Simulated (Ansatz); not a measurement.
## Electronic structure of ZnO in real space

```
Zn O
1.0
     5.60847    0.00000    0.00000
     0.00000    5.60847    0.00000
     0.00000    0.00000    3.27912
Zn O
4 4
Direct
  0.18168 0.18168 0.50000
  0.81832 0.81832 0.50000
  0.68168 0.31832 0.00000
  0.31832 0.68168 0.00000
  0.81843 0.18157 0.50000
  0.18157 0.81843 0.50000
  0.68157 0.68157 0.00000
  0.31843 0.31843 0.00000
```

Space group P4₂/mnm; a structure from a database of computed crystals, not necessarily the ambient phase.

Computed with DFT PBE, scalar-relativistic, plane waves, PAW (Ansatz 0.2.0).

In a PAW calculation such maps are meaningful between the atoms, not at the nuclei.

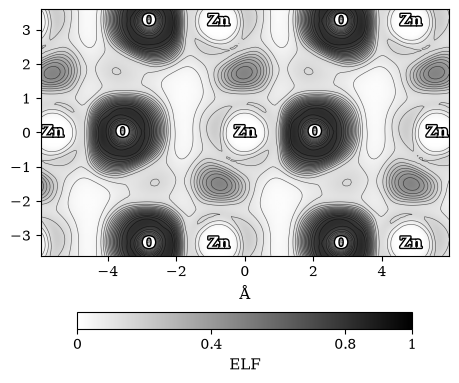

Figure 1. Electron localisation function on the (101) plane of the conventional cell.

**Interpret the plot.**

- The section cuts through Zn and O sites.
- Zn–O (2.04 Å): the ELF peaks at about 0.85 in the valence shell of O, 0.6 Å from its nucleus, and is about 0.25 at the midpoint (no shared electron pair shows on this line).

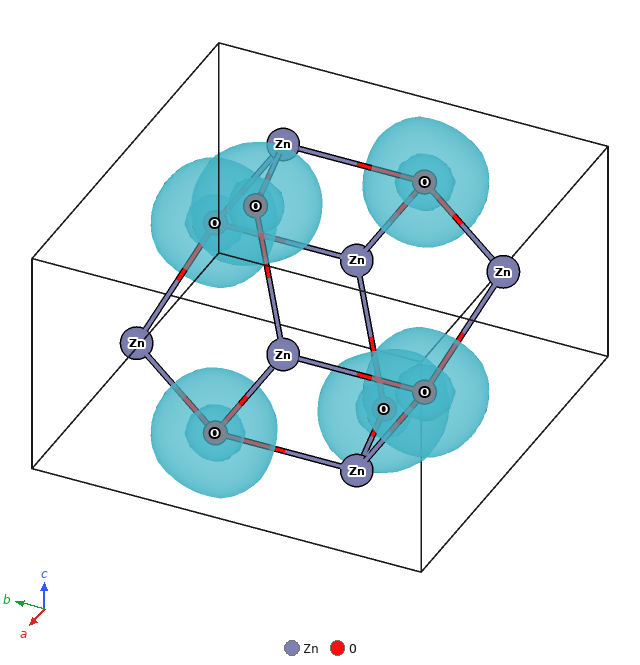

Figure 2. Isosurface of the ELF at 0.7 (cyan), seen at an oblique angle. Core shells and regions of very low density are left out. Sticks mark near contacts.

**What do the ELF domains correspond to?**

At this value the surface marks out four regions wrapped around O (the valence shell of each), counted in one cell of 8 atoms. Any copies at cell faces, edges or corners count once. Profiles from the grid: Zn–O (1.97 Å): the ELF peaks at about 0.85 in the valence shell of O, 0.6 Å from its nucleus, and is about 0.25 at the midpoint (no localised pair shows between them).

**Does the calculation give a band gap?**

It is gapped, with a Kohn–Sham gap of 0.76 eV on the k-point mesh (the band edges may lie off the mesh, which would make the gap smaller).
